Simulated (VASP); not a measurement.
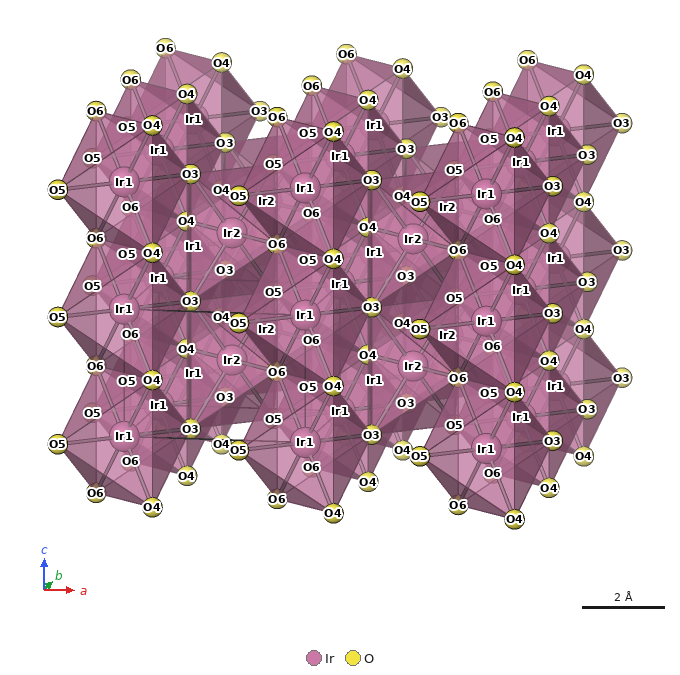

Figure 1. The input geometry of the first run (polyhedral view of the cell of the calculation, repeated 2 × 2 × 2, seen slightly off an axis; polyhedra are completed across the faces of the cell; atoms are numbered from 1 in the order of the input).

# What a change does: single-point calculation on IrO2

System: IrO2 (P4₂/mnm, 6 atoms in the cell).
Method of the first run: Kohn-Sham DFT of a periodic cell, PBE, VASP PAW PBE potentials, recommended, no spin polarisation (VASP 6.6.1).

The structure derives from an entry of the Crystallography Open Database. 

INCAR, the first run:
```
SYSTEM = IrO2
  PREC = Accurate
  ENCUT = 520
  EDIFF = 1E-6
  ISMEAR = -1
  SIGMA = 0.05
  LREAL = .FALSE.
  LASPH = .TRUE.
  NELM = 80
  ALGO = Normal
  ISIF = 2
  LWAVE = .FALSE.
  LCHARG = .FALSE.
  GGA = PE
  NBANDS = 30
```

KPOINTS, the first run:
```
Automatic mesh
0
G
  10 10 14
  0 0 0
```

POSCAR, the first run:
```
IrO2
1.0
    4.5051000000      0.0000000000      0.0000000000
    0.0000000000      4.5051000000      0.0000000000
    0.0000000000      0.0000000000      3.1586000000
Ir O
2 4
Direct
    0.0000000000      0.0000000000      0.0000000000
    0.5000000000      0.5000000000      0.5000000000
    0.3077000000      0.3077000000      0.0000000000
    0.1923000000      0.8077000000      0.5000000000
    0.6923000000      0.6923000000      0.0000000000
    0.8077000000      0.1923000000      0.5000000000
```

Command:
```bash
cat potpaw_PBE.64/Ir/POTCAR potpaw_PBE.64/O/POTCAR > POTCAR
mpirun -np 1 vasp_std > vasp.out
```

Hardware: 1 thread of Intel Xeon @ 2.50GHz (Skylake/Cascade Lake), 64 GiB of memory available, shared host.

OSZICAR and lines of OUTCAR (the first run):
```
N       E                     dE             d eps       ncg     rms          rms(c)
DAV:   1     0.436962585343E+03    0.43696E+03   -0.21046E+04 10104   0.139E+03
DAV:   2    -0.835400220393E+01   -0.44532E+03   -0.42164E+03 10248   0.397E+02
DAV:   3    -0.489450570071E+02   -0.40591E+02   -0.38959E+02 12246   0.132E+02
DAV:   4    -0.501466287167E+02   -0.12016E+01   -0.11958E+01 12038   0.244E+01
DAV:   5    -0.501710784682E+02   -0.24450E-01   -0.24434E-01 12220   0.325E+00    0.480E+01
DAV:   6    -0.429602016001E+02    0.72109E+01   -0.28663E+01 15448   0.530E+01    0.214E+01
DAV:   7    -0.423399565285E+02    0.62025E+00   -0.39349E+00 15406   0.256E+01    0.150E+01
DAV:   8    -0.422421851323E+02    0.97771E-01   -0.50252E-01 15226   0.770E+00    0.672E-01
DAV:   9    -0.422377740033E+02    0.44111E-02   -0.30500E-02 10980   0.119E+00    0.379E-01
DAV:  10    -0.422361714262E+02    0.16026E-02   -0.93184E-03 12260   0.931E-01    0.337E-01
DAV:  11    -0.422360623391E+02    0.10909E-03   -0.44882E-04 15208   0.215E-01    0.790E-02
DAV:  12    -0.422360695614E+02   -0.72223E-05   -0.54067E-05 11424   0.533E-02    0.841E-03
DAV:  13    -0.422360696819E+02   -0.12046E-06   -0.39007E-06 11964   0.176E-02
   1 F= -.42236070E+02 E0= -.42223799E+02  d E =-.245421E-01
[... from OUTCAR:]
  free energy    TOTEN  =       -42.23606968 eV
  energy without entropy =      -42.21152761  energy(sigma->0) =      -42.22379864
 E-fermi :   6.1835     XC(G=0): -11.9973     alpha+bet :-11.6025
  free  energy   TOTEN  =       -42.2360696819 eV
  energy  without entropy=      -42.2115276068  energy(sigma->0) =      -42.22379864
```

The input of the second run differs as follows (lines with − go, lines with + come):
```diff
-  GGA = PE
-  10 10 14
+  14 14 20
```

What does this change do to the results?

The total energies belong to different methods, so their difference says nothing on which is more stable or more accurate. The pressure goes from 7.51 to −7.96 GPa. The largest force goes from 0.096 to 0.179 eV/Å. The number of SCF iterations is the same. The irreducible k-points go from 168 to 396. The plane waves at Γ go from 1756.0 to 1746.0. On the same kind of shared host the second run took about 2.4 times as long.

OSZICAR and lines of OUTCAR (the second run):
```
N       E                     dE             d eps       ncg     rms          rms(c)
DAV:   1     0.437189810644E+03    0.43719E+03   -0.20855E+04 23792   0.140E+03
DAV:   2    -0.134481129461E+02   -0.45064E+03   -0.42706E+03 24056   0.402E+02
DAV:   3    -0.552374135253E+02   -0.41789E+02   -0.40036E+02 29206   0.134E+02
DAV:   4    -0.565753653538E+02   -0.13380E+01   -0.13312E+01 28466   0.260E+01
DAV:   5    -0.566068996876E+02   -0.31534E-01   -0.31511E-01 29322   0.371E+00    0.485E+01
DAV:   6    -0.496536651581E+02    0.69532E+01   -0.27547E+01 36610   0.533E+01    0.211E+01
DAV:   7    -0.489403242114E+02    0.71334E+00   -0.40985E+00 36544   0.264E+01    0.147E+01
DAV:   8    -0.487862822964E+02    0.15404E+00   -0.54386E-01 36772   0.823E+00    0.727E-01
DAV:   9    -0.487812135836E+02    0.50687E-02   -0.31495E-02 26310   0.120E+00    0.426E-01
DAV:  10    -0.487791941410E+02    0.20194E-02   -0.89346E-03 30890   0.906E-01    0.261E-01
DAV:  11    -0.487791073840E+02    0.86757E-04   -0.52795E-04 35964   0.211E-01    0.910E-02
DAV:  12    -0.487791016226E+02    0.57614E-05   -0.21968E-05 28986   0.377E-02    0.858E-03
DAV:  13    -0.487791013331E+02    0.28953E-06   -0.29612E-06 23480   0.144E-02
   1 F= -.48779101E+02 E0= -.48767061E+02  d E =-.240804E-01
[... from OUTCAR:]
  free energy    TOTEN  =       -48.77910133 eV
  energy without entropy =      -48.75502090  energy(sigma->0) =      -48.76706112
 E-fermi :   5.9747     XC(G=0): -12.4856     alpha+bet :-11.7039
  free  energy   TOTEN  =       -48.7791013331 eV
  energy  without entropy=      -48.7550208989  energy(sigma->0) =      -48.76706112
```

The two runs side by side:

```csv
quantity,the first run,the second run
outcome,converged,converged
free energy per atom (eV),−7.0393,−8.1299
"energy per atom, smearing taken to zero (eV)",−7.0373,−8.1278
gap on the mesh (eV),0.00,0.00
pressure (GPa),7.51,−7.96
largest force (eV/Å),0.096,0.179
SCF iterations,13,13
irreducible k-points,168,396
plane waves at Γ,1756,1746
```

For both runs: Spin–orbit coupling is left out, which matters for Ir. For the first run: The cell is under a pressure of 7.5 GPa at this level, so it is not at its equilibrium volume. For the second run: The cell is under a tension of 8.0 GPa at this level, so it is not at its equilibrium volume.
